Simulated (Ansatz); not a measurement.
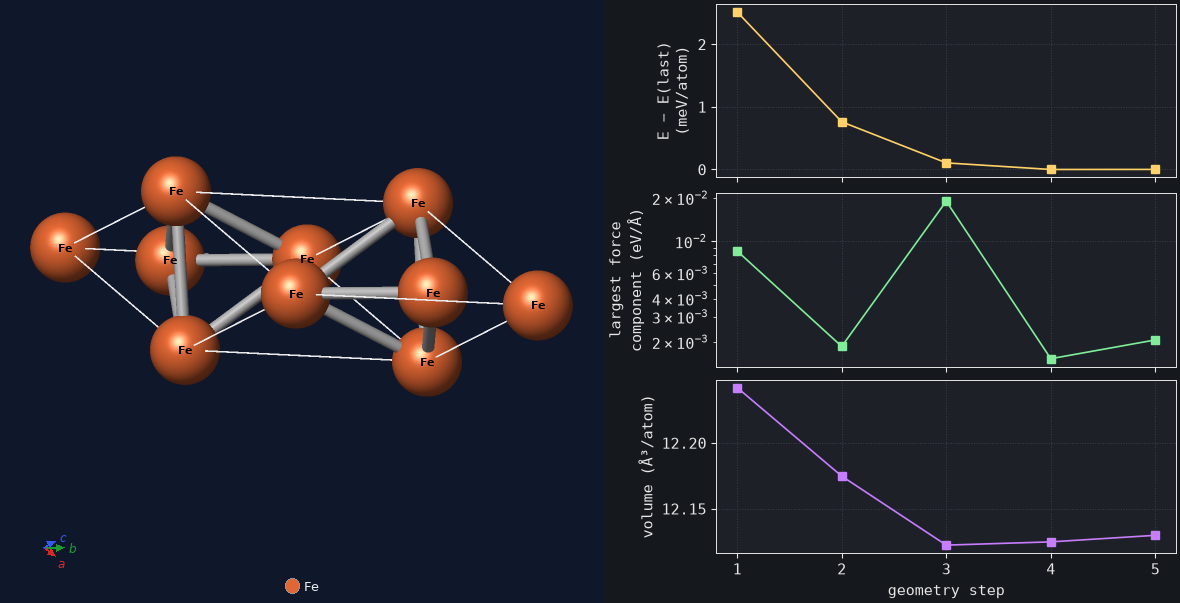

Beside the plot: the structure at the start.

History of a geometry optimisation. The run: Fe (R-3m, 3 atoms in the cell), by Ansatz, DFT r2SCAN, scalar-relativistic, plane waves, PAW; cutoff 500 eV, 21×21×21 k-mesh, Gaussian smearing of 0.1 eV, collinear spins. Atoms and cell relax. A closing SCF on a freshly chosen basis isn't drawn.

The optimisation met its thresholds at geometry 5, counting the start as the first. The energy fell by about 2.5 meV/atom from the first step to the last. The largest force component goes from about 9 × 10⁻³ eV/Å at the start to 2.1 × 10⁻³ eV/Å at the end, with a peak of 0.019 eV/Å at step 3. The volume shrinks from 12.24 to 12.13 Å³ per atom (−0.9 %).
